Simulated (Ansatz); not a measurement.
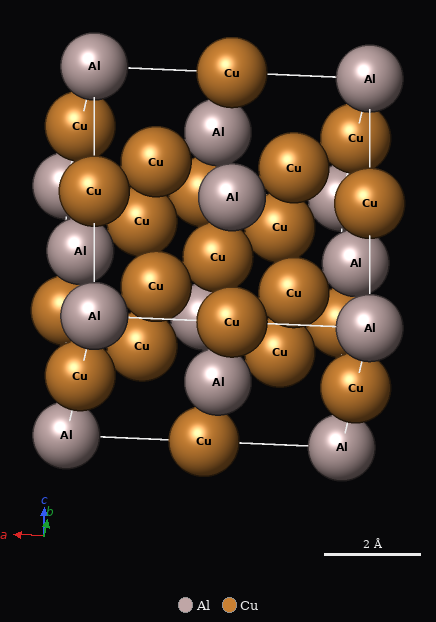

*The input geometry (spheres-only view of the cell 4 times as large as that of the calculation, set on its symmetry axes, seen at an oblique angle). An atom can appear more than once, as a periodic image.*

## AlCu₃: geometry relaxation (part 1 of 2)

System: AlCu₃ (4 atoms in the cell).
Method: DFT PBEsol, scalar-relativistic, plane waves, PAW, no spin polarisation (Ansatz 0.2.0).

The structure derives from a Materials Project entry.

### Input
```yaml
crystal:
  lattice:
    - [0.0, 2.888010988, 2.888010988]
    - [2.888010988, 0.0, 2.888010988]
    - [2.888010988, 2.888010988, 0.0]
  atoms:
    - { symbol: Al, position: [0.0, 0.0, 0.0] }
    - { symbol: Cu, position: [0.5, 0.5, 0.5] }
    - { symbol: Cu, position: [0.25, 0.25, 0.25] }
    - { symbol: Cu, position: [0.75, 0.75, 0.75] }
basis:
  ecutwfc: 420
kpoints:
  mp_grid: { grid: [12, 12, 12] }
hamiltonian:
  xc: pbesol
scf:
  occupations: { method: gaussian, width: 0.1 }
output:
  forces: true
  stress: true
  eigenvalues: true
  write_density: true
  write_potential: true
  elf: true
  volumetric_format: npy
relax:
  adjacent_minimum: "off"
  f_tol: 0.005
  max_steps: 80
  cell: { stress_tol: 0.05 }
```

Hardware: 2 threads of Intel Xeon (Sapphire Rapids), 32 GiB of memory available, shared host.

Command:
```bash
ansatz run input.yaml --threads 2 --pin off --max-ram 6144MiB --backend cpu --events-out ev --progress --plain --runs-dir out
```

### Log
```
Engine: ansatz 0.2.0, x86_64-unknown-linux-gnu
Pseudopotentials: kind: paw
Pseudopotential: Al, paw, valence charge 3, recommended cutoff 420 eV (normal), Al.paw.azcp
Pseudopotential: Cu, paw, valence charge 19, recommended cutoff 420 eV (normal), Cu.paw.azcp
Functional definition: PBEsol
  exchange = pbesol_x
  correlation = pbesol_c
Crystal: 4 atoms, lattice volume = 48.176 Å³
Basis set: ecut = 420 eV, 941 PW (Γ), exchange–correlation on 60×60×60 points (8 copies of the dense FFT grid, shifted against one another)
Bands: 36, of which v1, the nominal top of the filled ones, is band 30 counted from 1 (29 counted from 0)
Symmetry: 48 space group operations
Space group: Fm-3m (ITA 225), of the structure as read, at distance tolerance 3.6e-5 Å
k-points: 72 of 1728
Non-local potential: Al, projectors of the file, l = 0: 2, l = 1: 2, l = 2: 1
Non-local potential: Cu, projectors of the file, l = 0: 3, l = 1: 2, l = 2: 3, l = 3: 1
PAW form: soft (Blöchl's): semilocal exchange-correlation on the pseudo side does not see the compensation charge
PAW frozen core: Al, regenerated for the run's functional, and the local potential with it (the file was generated under x = pbe(κ = 0.804, μ = 0.2195149727645171), c = pbe(β = 0.06672455060314922))
PAW frozen core: Cu, regenerated for the run's functional, and the local potential with it (the file was generated under x = pbe(κ = 0.804, μ = 0.2195149727645171), c = pbe(β = 0.06672455060314922))
PAW one-centre angular grid: Al, 110 points (default); XC on 64 Gauss nodes
PAW one-centre angular grid: Cu, 590 points (default); XC on 64 Gauss nodes
Initial density: superposition of atomic densities (neutral atoms: chi_scale 0, normalization atom), corrected by the library's trained network
Initial wavefunctions: pseudopotential atomic-orbital guess
Functional: x = pbesol(κ = 0.804, μ = 0.12345679012345678), c = pbesol(β = 0.046)
SCF iter   1: F=—  HF=-20291.592876 eV  |F-HF|=—  |Δ(HF+E_count)|=         —  Δρ=1.33e-2  dr2=4.22e-2  ethr=1.77e-3  ⟨swp⟩=5.2  Hψ=8948  notcnv=0  defer=5
preconditioner: auto → Kerker (q_TF=auto, 2.830 Å⁻¹)  [metal: Δε(μ)=0.034 eV  Ē_g=8.853 eV  σ=0.100 eV  W_gap=0.19  n_scr=14 (ndim 8)  ℏωp=32.1 eV  f_vac=0.000  D(μ)=1.02/eV (n_scr^D=8)]
SCF iter   2: F=—  HF=-20291.583028 eV  |F-HF|=—  |Δ(HF+E_count)|=   9.85e-3  Δρ=9.84e-4  dr2=5.94e-4  ethr=7.03e-5  ⟨swp⟩=2.0  Hψ=4671  notcnv=0  defer=85
SCF iter   3: F=—  HF=-20291.582523 eV  |F-HF|=—  |Δ(HF+E_count)|=   5.05e-4  Δρ=1.39e-3  dr2=6.36e-4  ethr=9.91e-7  ⟨swp⟩=2.0  Hψ=4427  notcnv=0  defer=85
SCF iter   4: F=—  HF=-20291.582307 eV  |F-HF|=—  |Δ(HF+E_count)|=   2.16e-4  Δρ=3.10e-4  dr2=5.51e-5  ethr=9.91e-7  ⟨swp⟩=2.3  Hψ=3488  notcnv=0  defer=85
SCF iter   5: F=—  HF=-20291.582296 eV  |F-HF|=—  |Δ(HF+E_count)|=   1.15e-5  Δρ=2.42e-4  dr2=2.85e-5  ethr=9.18e-8  ⟨swp⟩=2.0  Hψ=3990  notcnv=0  defer=85
SCF iter   6: F=—  HF=-20291.582288 eV  |F-HF|=—  |Δ(HF+E_count)|=   7.79e-6  Δρ=5.65e-5  dr2=1.83e-6  ethr=4.76e-8  ⟨swp⟩=2.3  Hψ=3699  notcnv=0  defer=85
SCF iter   7: F=—  HF=-20291.582288 eV  |F-HF|=—  |Δ(HF+E_count)|=   4.05e-7  Δρ=1.24e-5  dr2=1.01e-7  ethr=3.05e-9  ⟨swp⟩=2.0  Hψ=3773  notcnv=0  defer=85
SCF iter   8: F=-20291.582288 eV  HF=-20291.582288 eV  |F-HF|=5.27e-9  |Δ(HF+E_count)|=   2.81e-8  Δρ=3.87e-6  dr2=7.50e-9  ethr=1.67e-10  ⟨swp⟩=10.0  Hψ=15802  notcnv=0
SCF 1 converged in 8 iterations: F = -20291.582288 eV  dr2 = 7.50e-9
  greatest PAW one-centre occupation: 1.000 electrons in one spin orbital (limit 2), on the Cu atom at site 1 (counted from 0), in its partial waves of l = 0
relax step   1: F+E_penalty+E_count = -20291.58228826 eV  Δ(F+E_penalty+E_count) = +0.000e0 eV  max|allowed force component| = 6.361e-18 eV/Å  Δτ_max = 0.0000 Å  P = -0.704 GPa  Ω = 48.176 Å³  (8 SCF iters, dr2 threshold 1.00e-7 eV, accepted)
Crystal: 4 atoms, lattice volume = 48.045 Å³
Initial density: handed on by an earlier stage of this run
Initial wavefunctions: those handed on with the density
iter 1 solved again at ethr=7.76e-7 eV; its pass at ethr=3.10e-3 eV (dr2=4.65e-4 eV) is discarded
SCF iter   1: F=—  HF=-20291.582867 eV  |F-HF|=—  |Δ(HF+E_count)|=         —  Δρ=1.13e-3  dr2=4.40e-4  ethr=7.76e-7  ⟨swp⟩=1.3  Hψ=9137  notcnv=0
preconditioner: auto → Kerker (q_TF=auto, 2.831 Å⁻¹)  [metal: Δε(μ)=0.034 eV  Ē_g=8.917 eV  σ=0.100 eV  W_gap=0.19  n_scr=14 (ndim 8)  ℏωp=32.1 eV  f_vac=0.000  D(μ)=1.00/eV (n_scr^D=8)]
SCF iter   2: F=—  HF=-20291.582798 eV  |F-HF|=—  |Δ(HF+E_count)|=   6.88e-5  Δρ=2.32e-4  dr2=3.20e-5  ethr=7.33e-7  ⟨swp⟩=2.5  Hψ=3682  notcnv=0
SCF iter   3: F=—  HF=-20291.582781 eV  |F-HF|=—  |Δ(HF+E_count)|=   1.65e-5  Δρ=1.74e-4  dr2=1.69e-5  ethr=5.33e-8  ⟨swp⟩=2.8  Hψ=3974  notcnv=0
SCF iter   4: F=—  HF=-20291.582778 eV  |F-HF|=—  |Δ(HF+E_count)|=   2.97e-6  Δρ=4.75e-5  dr2=8.05e-7  ethr=2.82e-8  ⟨swp⟩=2.4  Hψ=3644  notcnv=0
iter 5 did not close the SCF: its close was put off for the readings that it lacked (scf_convergence_deferred on its scf_iter line)
SCF iter   5: F=-20291.582778 eV  HF=-20291.582779 eV  |F-HF|=2.36e-7  |Δ(HF+E_count)|=   4.77e-7  Δρ=2.35e-5  dr2=1.91e-7  ethr=1.34e-9  ⟨swp⟩=2.0  Hψ=3856  notcnv=0
SCF iter   6: F=-20291.582779 eV  HF=-20291.582779 eV  |F-HF|=2.49e-8  |Δ(HF+E_count)|=   4.21e-8  Δρ=7.71e-6  dr2=3.46e-8  ethr=3.19e-10  ⟨swp⟩=5.6  Hψ=15411  notcnv=0
SCF 2 converged in 6 iterations: F = -20291.582779 eV  dr2 = 3.46e-8
relax step   2: F+E_penalty+E_count = -20291.58277866 eV  Δ(F+E_penalty+E_count) = -4.904e-4 eV  max|allowed force component| = 3.354e-17 eV/Å  Δτ_max = 0.0000 Å  P = -0.300 GPa  Ω = 48.045 Å³  energy of the carried Pulay correction = +8.115e-5 eV  (6 SCF iters, dr2 threshold 4.00e-7 eV, accepted)
Crystal: 4 atoms, lattice volume = 47.949 Å³
iter 1 solved again at ethr=4.31e-7 eV; its pass at ethr=3.10e-3 eV (dr2=2.59e-4 eV) is discarded
SCF iter   1: F=—  HF=-20291.582983 eV  |F-HF|=—  |Δ(HF+E_count)|=         —  Δρ=8.37e-4  dr2=2.44e-4  ethr=4.31e-7  ⟨swp⟩=1.2  Hψ=9019  notcnv=0
preconditioner: auto → Kerker (q_TF=auto, 2.832 Å⁻¹)  [metal: Δε(μ)=0.034 eV  Ē_g=8.933 eV  σ=0.100 eV  W_gap=0.19  n_scr=14 (ndim 8)  ℏωp=32.2 eV  f_vac=0.000  D(μ)=1.00/eV (n_scr^D=8)]
SCF iter   2: F=—  HF=-20291.582952 eV  |F-HF|=—  |Δ(HF+E_count)|=   3.06e-5  Δρ=1.74e-4  dr2=1.84e-5  ethr=4.07e-7  ⟨swp⟩=2.5  Hψ=3665  notcnv=0
SCF iter   3: F=—  HF=-20291.582930 eV  |F-HF|=—  |Δ(HF+E_count)|=   2.25e-5  Δρ=1.32e-4  dr2=9.79e-6  ethr=3.07e-8  ⟨swp⟩=2.7  Hψ=3946  notcnv=0
SCF iter   4: F=—  HF=-20291.582928 eV  |F-HF|=—  |Δ(HF+E_count)|=   1.76e-6  Δρ=3.57e-5  dr2=4.85e-7  ethr=1.63e-8  ⟨swp⟩=2.4  Hψ=3661  notcnv=0
iter 5 did not close the SCF: its close was put off for the readings that it lacked (scf_convergence_deferred on its scf_iter line)
SCF iter   5: F=-20291.582928 eV  HF=-20291.582928 eV  |F-HF|=1.32e-7  |Δ(HF+E_count)|=   2.50e-7  Δρ=1.76e-5  dr2=1.10e-7  ethr=8.08e-10  ⟨swp⟩=2.0  Hψ=3861  notcnv=0
SCF iter   6: F=-20291.582928 eV  HF=-20291.582928 eV  |F-HF|=1.65e-8  |Δ(HF+E_count)|=   2.34e-8  Δρ=6.21e-6  dr2=2.17e-8  ethr=1.84e-10  ⟨swp⟩=5.1  Hψ=15048  notcnv=0
SCF 3 converged in 6 iterations: F = -20291.582928 eV  dr2 = 2.17e-8
relax step   3: F+E_penalty+E_count = -20291.58292843 eV  Δ(F+E_penalty+E_count) = -1.498e-4 eV  max|allowed force component| = 7.922e-17 eV/Å  Δτ_max = 0.0000 Å  P = +0.003 GPa  Ω = 47.949 Å³  energy of the carried Pulay correction = +1.413e-4 eV  (6 SCF iters, dr2 threshold 2.26e-7 eV, accepted)
Initial wavefunctions: pseudopotential atomic-orbital guess (no wavefunctions were taken with the density)
iter 1 solved again at ethr=3.40e-9 eV; its pass at ethr=3.10e-3 eV (dr2=2.04e-6 eV) is discarded
SCF iter   1: F=—  HF=-20291.582807 eV  |F-HF|=—  |Δ(HF+E_count)|=         —  Δρ=9.52e-6  dr2=2.14e-8  ethr=3.40e-9  ⟨swp⟩=3.8  Hψ=16574  notcnv=0
preconditioner: auto → Kerker (q_TF=auto, 2.832 Å⁻¹)  [metal: Δε(μ)=0.033 eV  Ē_g=8.939 eV  σ=0.100 eV  W_gap=0.19  n_scr=14 (ndim 8)  ℏωp=32.2 eV  f_vac=0.000  D(μ)=0.99/eV (n_scr^D=8)]
SCF iter   2: F=—  HF=-20291.582806 eV  |F-HF|=—  |Δ(HF+E_count)|=   1.08e-6  Δρ=7.50e-6  dr2=2.57e-8  ethr=3.56e-11  ⟨swp⟩=2.0  Hψ=3928  notcnv=0
SCF iter   3: F=—  HF=-20291.582806 eV  |F-HF|=—  |Δ(HF+E_count)|=  5.82e-10  Δρ=3.07e-6  dr2=6.34e-9  ethr=3.56e-11  ⟨swp⟩=1.8  Hψ=3630  notcnv=0
SCF iter   4: F=—  HF=-20291.582806 eV  |F-HF|=—  |Δ(HF+E_count)|=   2.80e-9  Δρ=7.74e-7  dr2=3.41e-10  ethr=1.06e-11  ⟨swp⟩=2.0  Hψ=3871  notcnv=0
SCF iter   5: F=—  HF=-20291.582806 eV  |F-HF|=—  |Δ(HF+E_count)|=  1.20e-10  Δρ=4.50e-7  dr2=1.64e-10  ethr=1.00e-12  ⟨swp⟩=3.0  Hψ=5189  notcnv=0
SCF iter   6: F=—  HF=-20291.582806 eV  |F-HF|=—  |Δ(HF+E_count)|=  5.46e-11  Δρ=5.05e-7  dr2=8.87e-11  ethr=1.00e-12  ⟨swp⟩=2.4  Hψ=3619  notcnv=0
SCF iter   7: F=-20291.582806 eV  HF=-20291.582806 eV  |F-HF|=0.00e0  |Δ(HF+E_count)|=  1.46e-11  Δρ=7.02e-8  dr2=1.42e-12  ethr=1.00e-12  ⟨swp⟩=4.1  Hψ=11107  notcnv=0
SCF 4 converged in 7 iterations: F = -20291.582806 eV  dr2 = 1.42e-12
relax step   4: F+E_penalty+E_count = -20291.58280563 eV  Δ(F+E_penalty+E_count) = +1.228e-4 eV  max|allowed force component| = 7.633e-17 eV/Å  Δτ_max = 0.0000 Å  P = +0.003 GPa  Ω = 47.949 Å³  stress off target by 3.19e-3 GPa  SCF on the basis re-selected at this cell (its energy is not comparable with the rows above)  (7 SCF iters)
```

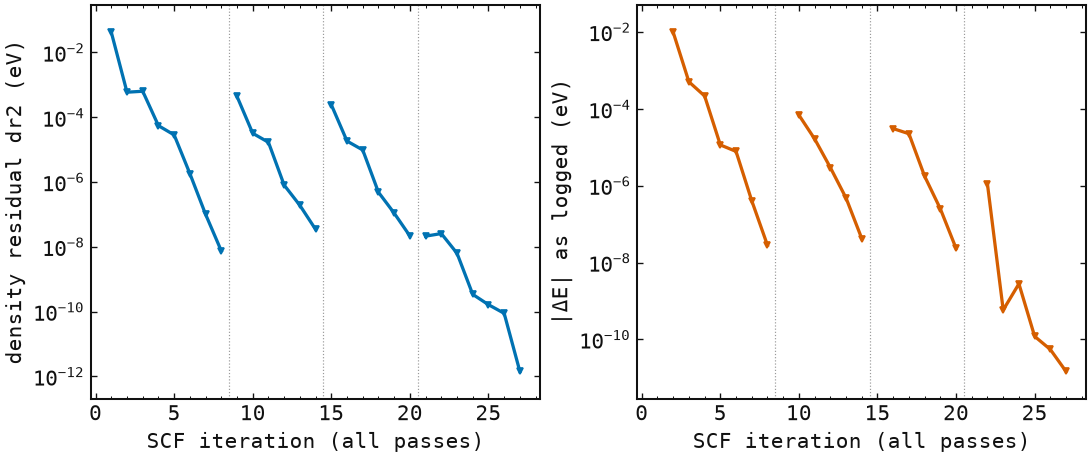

*Convergence of the self-consistent field: density residual dr2 and size of the energy change against the SCF iteration. The dotted lines part the SCF passes of the relaxation: geometry steps, rejected trials and re-solves on a re-selected basis.*

The passes take 8, 6, 6 and 7 iterations.

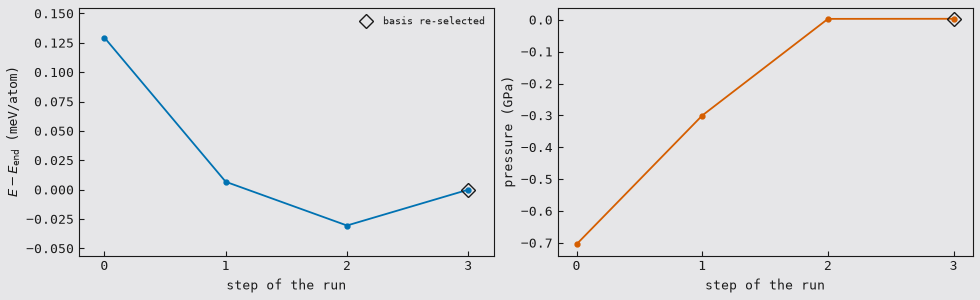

*Progress of the relaxation, step by step (the first geometry is step 0 here and step 1 in the log).*

The atoms keep their places relative to the cell (all moves are under 0.005 Å). Cell: a = b = c 5.776 → 5.767 Å (−0.2 %). Volume −0.5 %. The space group stays Fm-3m (No. 225). Over 2 geometry steps the energy falls by 0.2 meV per atom. All forces vanish by symmetry, so only the cell relaxes. The pressure goes from −0.70 to 0.00 GPa. A last SCF at the same geometry on a re-selected plane-wave basis shifts the energy by +0.0 meV per atom.
